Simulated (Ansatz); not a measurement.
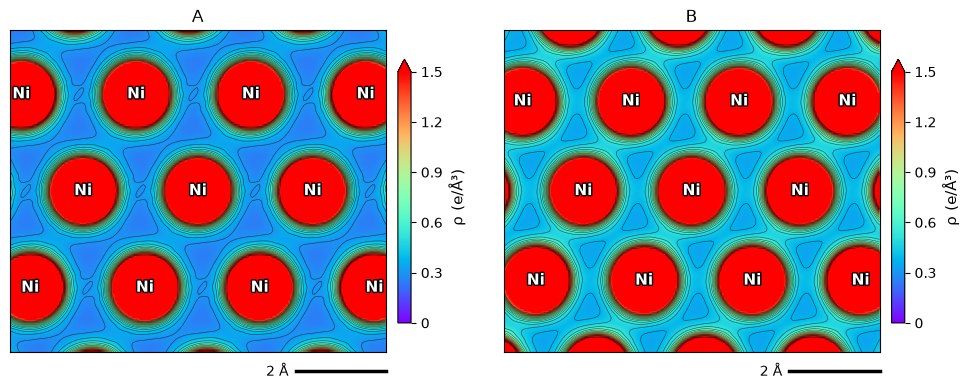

Ni. The valence electron density of two cells that differ in size and shape, on the (010) plane of each (indices in the axes of the calculation cell), at one length scale and on one colour scale: A has 11.2 Å³ an atom and B 9.1.

Space group I4/mmm; spin-polarised.

These are results of DFT PBEsol, scalar-relativistic, plane waves, PAW in Ansatz 0.2.0, not measurements.

In a PAW calculation such maps are meaningful between the atoms, not at the nuclei.

The larger cell:

```
Ni
1.0
     0.00000    1.73158    1.87010
     1.73158    0.00000    1.87010
     1.73158    1.73158    0.00000
Ni
1
Direct
  0.00000 0.00000 0.00000
```

The smaller cell: a = 2.404 Å, b = 2.404 Å, c = 2.253 Å, α = 62.06°, β = 62.06°, γ = 55.88°.

### What changes from the larger cell to the smaller?

From the larger cell to the smaller, Ni–Ni goes from 2.45 to 2.25 Å, and the density at its midpoint from 0.34 to 0.47 e/Å³; the pressure goes from −14 to 42 GPa; the largest moment (Ni) goes from 0.7 to 0.6 μB.
